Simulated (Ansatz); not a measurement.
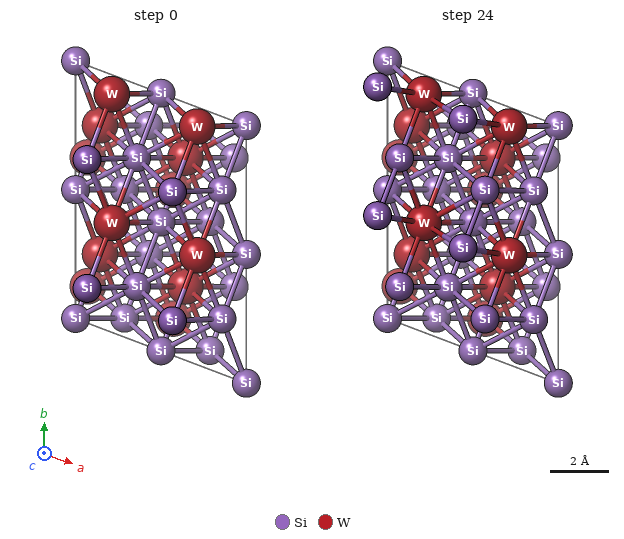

The structure of a slab of composition Si₇W₃ (cut from the I4/mmm phase) before (left) and after (right) a constrained relaxation, at one scale.

The picture is a ball-and-stick view of the 2 × 2 repeat of the cell, outlined in the plane, without the vacuum, seen along the c axis.

Case: Si put at a top Si site. The slab is the (1 0 1) face of Si2W with Si on it. 4 atoms are held fixed.

These are results of DFT PBEsol, scalar-relativistic, plane waves, PAW (Ansatz 0.2.0), not measurements. (plane-wave cutoff 420 eV; k-point mesh 10 × 7 × 1; occupations gaussian; smearing width 0.1 eV; no spin polarisation; dipole correction; atoms relaxed in a fixed cell; force threshold 0.03 eV/Å; at most 70 steps)

Q: Summarise the run.

A: The energy falls by 1.430 eV per cell of the calculation in 23 accepted moves (24 points after the start). Largest force component: 1 eV/Å at the start, 0.016 eV/Å at the end. 1 step only repeated the SCF at the same geometry. The largest move is that of a Si atom, 2.83 Å at 70° to the normal (−c side). Largest moves by element: Si 2.83 Å, W 0.01 Å. The cell stays as it was. Near-neighbour distances that change, for instance: Si–Si 5.033 → 2.417 Å, Si–W 5.141 → 2.749 Å, Si–W 4.020 → 2.752 Å, Si–Si 3.897 → 2.811 Å. New bonds form, among them: Si–Si (5.03 → 2.42 Å), Si–W (4.02 → 2.75 Å), Si–W (5.14 → 2.75 Å). Among the angles between lasting bonds that change: Si–Si–W 107.9° → 100.8°, W–Si–W 120.2° → 115.5°, W–Si–W 76.9° → 73.0°.

Limits of the set-up: the periodic images lie only 3.2 Å apart, so the values are limited by the cell's size.
